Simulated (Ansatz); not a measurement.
## A series of single points on Zn

System: Zn (P6₃/mmc, 2 atoms in the cell).
Method: Kohn-Sham DFT of a periodic cell, PBE, Ansatz PAW, no spin polarisation (Ansatz 0.2.0).

The 7 runs differ only in the geometry, by an even scaling of the cell at fixed fractional positions. The structure derives from an entry of the Crystallography Open Database.

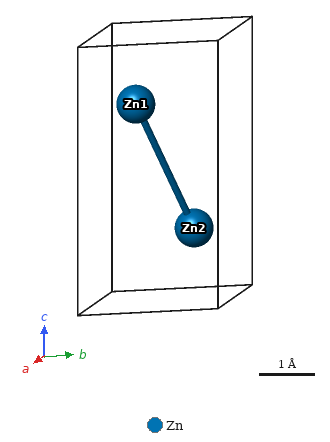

Figure 1. The structure of run 4 (ball-and-stick view of the cell of the calculation, seen slightly off an axis; atoms are numbered from 1 in the order of the input).

### Input of run 4
```yaml
crystal:
  lattice:
    - [2.67, 0.0, 0.0]
    - [-1.335, 2.3122878281, 0.0]
    - [0.0, 0.0, 4.966]
  atoms:
    - { symbol: Zn, position: [0.6666666667, 0.3333333333, 0.75] }
    - { symbol: Zn, position: [0.3333333333, 0.6666666667, 0.25] }
hamiltonian:
  xc: pbe
  pseudopotentials: { kind: paw }
kpoints:
  mp_grid: { grid: [11, 11, 6] }
scf:
  occupations: { method: fermi_dirac, width: 0.05 }
output:
  forces: true
  stress: true
  eigenvalues: true
```

Command:
```bash
ansatz run input.yaml --threads 1 --pin off --max-ram 2560MiB --backend cpu --events-out ev --progress --plain --runs-dir out
```

Run 3 differs from it as follows:
```diff
-    - [2.67, 0.0, 0.0]
-    - [-1.335, 2.3122878281, 0.0]
-    - [0.0, 0.0, 4.966]
+    - [2.652079997, 0.0, 0.0]
+    - [-1.3260399985, 2.2967686502, 0.0]
+    - [0.0, 0.0, 4.9326701367]
```

### Results, with one run withheld

| run | volume per atom (Å³) | free energy per atom, from the lowest run given (meV) | pressure (GPa) |
| --- | --- | --- | --- |
| 1 | 14.410 | 9.98 | 4.47 |
| 2 | 14.716 | 3.29 | 2.54 |
| 3 | 15.023 | ? | ? |
| 4 | 15.330 | 0.00 | −0.68 |
| 5 | 15.636 | 2.58 | −2.00 |
| 6 | 15.943 | 7.56 | −3.17 |
| 7 | 16.249 | 14.62 | −4.19 |

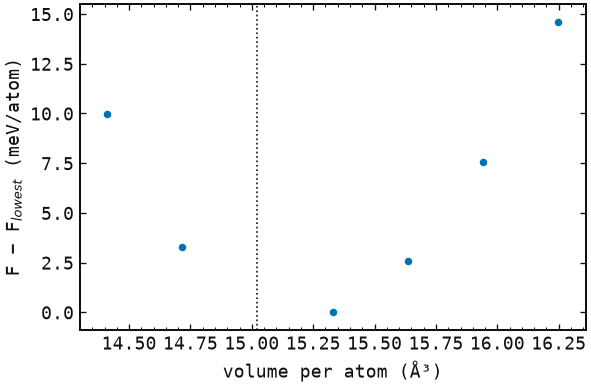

Figure 2. Free energy per atom of the runs given; the dotted line marks run 3.

What should run 3 give?

A cubic polynomial in V^(−2/3) (the Birch–Murnaghan form), fitted to the 6 runs given, misses them by at most 0.01 meV per atom. With x = V^(−2/3) − 0.16185 Å⁻², it reads F = 0.12026 − 719.02 x + 2.9348e+05 x² + 1.2578e+06 x³ (meV per atom). At run 3 it gives 0.10 meV per atom, and the run itself gives 0.11. The slope of the fit gives a pressure −dF/dV of 0.83 GPa there, and the run prints 0.83 GPa. The fit has its minimum at 15.186 Å³ per atom, where V d²F/dV² gives 74.3 GPa. Cell shape and fractional positions are held, so this is the stiffness under even scaling; the relaxed bulk modulus wasn't computed.

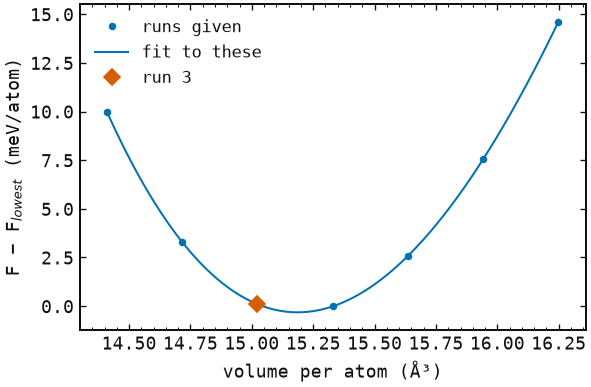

Figure 3. The fit and the withheld run.

### Output, shortened to warnings, some set-up lines, iterations and results (run 3)
```
Basis set: ecut = 420 eV, 587 PW (Γ), exchange–correlation on 36×36×72 points (8 copies of the dense FFT grid, shifted against one another)
Symmetry: 24 space group operations
k-points: 64 of 726
Initial density: superposition of atomic densities (neutral atoms: chi_scale 0, normalization atom), corrected by the library's trained network
[...]
SCF iter   1: F=—  HF=-6638.046832 eV  |F-HF|=—  |Δ(HF+E_count)|=         —  Δρ=9.09e-4  dr2=1.11e-4  ethr=1.77e-3  ⟨swp⟩=5.1  Hψ=5075  notcnv=0
SCF iter   2: F=—  HF=-6638.047129 eV  |F-HF|=—  |Δ(HF+E_count)|=   2.96e-4  Δρ=6.11e-4  dr2=4.79e-5  ethr=4.62e-7  ⟨swp⟩=2.8  Hψ=2609  notcnv=0
SCF iter   3: F=—  HF=-6638.047144 eV  |F-HF|=—  |Δ(HF+E_count)|=   1.57e-5  Δρ=2.81e-4  dr2=8.86e-6  ethr=1.99e-7  ⟨swp⟩=2.0  Hψ=1768  notcnv=0
SCF iter   4: F=—  HF=-6638.047162 eV  |F-HF|=—  |Δ(HF+E_count)|=   1.82e-5  Δρ=1.11e-4  dr2=1.78e-6  ethr=3.69e-8  ⟨swp⟩=2.0  Hψ=1383  notcnv=0
SCF iter   5: F=—  HF=-6638.047164 eV  |F-HF|=—  |Δ(HF+E_count)|=   1.63e-6  Δρ=2.64e-5  dr2=1.20e-7  ethr=7.41e-9  ⟨swp⟩=2.0  Hψ=1771  notcnv=0
SCF iter   6: F=-6638.047164 eV  HF=-6638.047164 eV  |F-HF|=3.55e-11  |Δ(HF+E_count)|=   5.34e-9  Δρ=8.52e-7  dr2=1.35e-10  ethr=4.17e-10  ⟨swp⟩=4.9  Hψ=4102  notcnv=0
SCF 1 converged in 6 iterations: F = -6638.047164 eV  dr2 = 1.35e-10
SCF converged after 6 iterations
Free energy (F): -6638.047164 eV
Harris-Foulkes:  -6638.047164 eV  (|F-HF|=3.55e-11)
Internal energy: -6638.042460 eV  (E = F + TS)
E sigma→0 (E₀):  -6638.044812 eV
Entropy (-TS):   -0.004704 eV (-2.352 meV/atom)
Fermi energy:    11.101509 eV
--- Per-component energies (eV) ---
  E_band       = 101.289628
  E_kinetic    = 262.209565
  E_local      = -3057.860541  (includes V_loc(G=0)·N_el)
  E_nonlocal   = 1220.758112
  E_hartree    = 1282.273845
  E_xc         = -275.653258
  E_vxc        = -105.536874  (∫ρ·V_xc dr)
  E_paw        = -3649.226051  (= ΣΔE_a)
  E_vpaw       = -782.827191  (= ΣTr[D̂ρ^β])
  E_aug_tail   = -0.000763  (compensation charges beyond the density's cutoff)
  E_ewald      = -2420.543369
  E_smearing   = -0.004704  (= −TS)
  E_closure    = -0.000000  (closes the sum)
  Σ components = -6638.047164   (vs F -6638.047164, Δ=0.00e0)
--- Forces (eV/Å), atoms counted from 1 ---
  atom   1  Zn    -0.00000000    -0.00000000     0.00000000
  atom   2  Zn     0.00000000     0.00000000     0.00000000
  max |Σ_I F_I| component: 1.85e-17 eV/Å
--- Stress (GPa, compression-positive) ---
        1.332527       0.000000       0.000000
        0.000000       1.332527       0.000000
        0.000000       0.000000      -0.176248
  P = ⅓ Tr σ = 0.8296 GPa (8.296 kbar)
```
